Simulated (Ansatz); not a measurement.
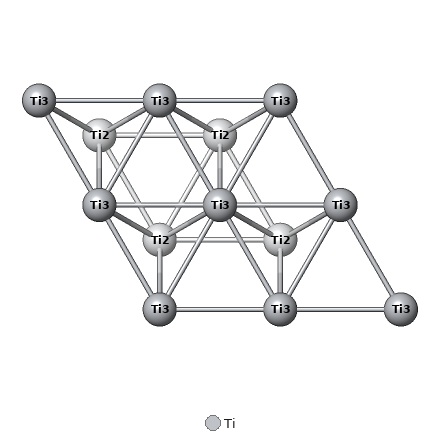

The system is O on a Ti(001) slab cut from the P6_3/mmc phase (3 atoms of substrate and one adsorbate in a 1 × 1 cell); the picture shows it without the atoms that are moved over the map. One O atom a 1 × 1 cell is placed over a mesh of places on the rigid (0 0 1) surface, and only its height is relaxed. Places are given modulo a cell vector. The map is drawn in real space over the plane of the surface. The grid has 4 × 4 points. Energies are in eV, from the lowest grid point. This mesh misses the points at thirds of the hexagonal cell. With one adsorbate in each 1 × 1 cell, its nearest image is 2.9 Å away, so neighbouring adsorbates interact. Computed with DFT r2SCAN, scalar-relativistic, plane waves, PAW (Ansatz).

Range: place along a₁ from 0.00 to 0.75; place along a₂ from 0.00 to 0.75.

### What will the energy surface look like?

The lowest grid point is at a bridge site between two Ti atoms, (0/4, 2/4) of the cell vectors. The same energy is found at a bridge site between two Ti atoms, (2/4, 0/4) of the cell vectors; a bridge site between two Ti atoms, (2/4, 2/4) of the cell vectors. The highest grid point, the top site over a surface Ti atom, (0/4, 0/4) of the cell vectors, lies 2.24 eV above the lowest. At the lowest point the adsorbate has 2 Ti at 1.81 Å as nearest neighbours, at the highest 1 Ti at 1.59 Å. Its relaxed height above the top atom is 1.05 Å at the lowest and 1.59 Å at the highest point.

| place along a₂ ↓, place along a₁ → | 0/4 | 1/4 | 2/4 | 3/4 |
| --- | --- | --- | --- | --- |
| 3/4 | 1.59 | 0.20 | 0.20 | 1.59 |
| 2/4 | 0.00 | 0.20 | 0.00 | 0.10 |
| 1/4 | 1.59 | 1.59 | 0.10 | 0.10 |
| 0/4 | 2.24 | 1.59 | 0.00 | 1.59 |

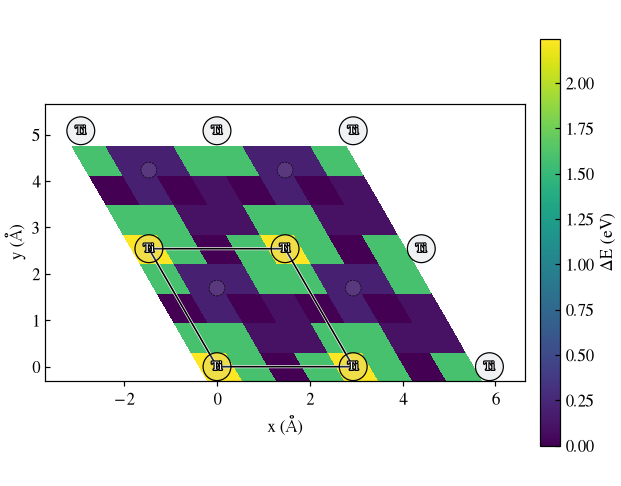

Drawn: one coloured cell a grid point, labelled circles for the atoms of the top layer and small ones for the second layer, the outline of one cell of the 2 × 2 shown.
